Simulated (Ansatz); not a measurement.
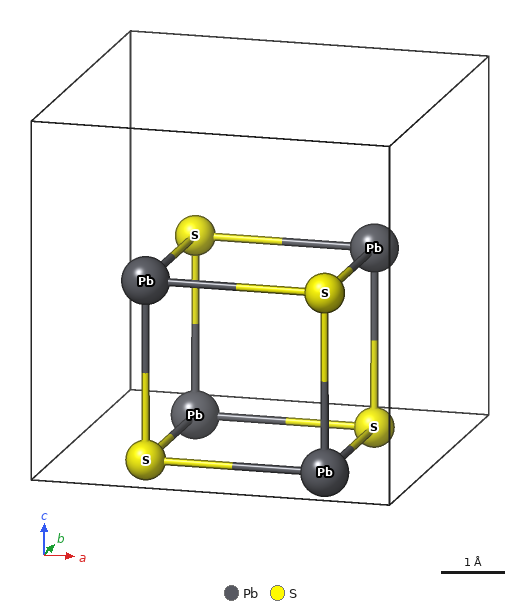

This is solid PbS (built on the database structure type). Style: ball-and-stick. Shown: the larger cell on standard axes (2 times the calculation's cell), slightly off an axis.

Computed with DFT, r2SCAN, plane waves, PAW in Ansatz. (plane-wave cutoff 500 eV; k-point mesh 4 × 6 × 6; occupations fixed; no spin polarisation)

Change: All lengths are scaled by −0.6 % (volume −1.7 %), the atoms keeping their fractional coordinates. No relaxation follows.

Input
```yaml
crystal:
  lattice:
    - [5.9210496347, 0.0, 0.0]
    - [0.0, 2.9513262961, 2.9513263196]
    - [0.0, -2.9513262961, 2.9513263196]
  atoms:
    - { symbol: Pb, position: [0.7498944786, 0.260518504, 0.760518504] }
    - { symbol: Pb, position: [0.2501055214, 0.760518504, 0.260518504] }
    - { symbol: S, position: [0.7496621066, 0.760481496, 0.260481496] }
    - { symbol: S, position: [0.2503378934, 0.260481496, 0.760481496] }
kpoints:
  mp_grid: { grid: [4, 6, 6] }
  band_path:
    path:
      - [0.0, 0.0, 0.0]
      - [0.0, 0.0, 0.5]
      - [0.0, 0.5, 0.500000004]
      - [0.5, 0.0, 0.0]
      - [0.5, 0.0, 0.5]
      - [0.5, 0.5, 0.500000004]
    npoints: 1
hamiltonian:
  xc: r2scan
scf:
  occupations: { method: fixed }
  n_extra_bands: 5
output:
  forces: true
  stress: true
  eigenvalues: true
```

Command:
```bash
ansatz run input.yaml --threads 4 --pin off --max-ram 4608MiB --backend cpu --events-out ev --progress --plain --runs-dir out
```

> What is the effect?

Near-neighbour distances before and after: Pb–S 2.972 → 2.951 to 2.963 Å, Pb–S 2.968 → 2.951 Å. The space group stays I4/mmm (No. 139). The energy rises by 4.3 meV per atom. Pressure: 1.0 GPa before, 2.1 GPa after. The forces stay under 0.01 eV/Å.
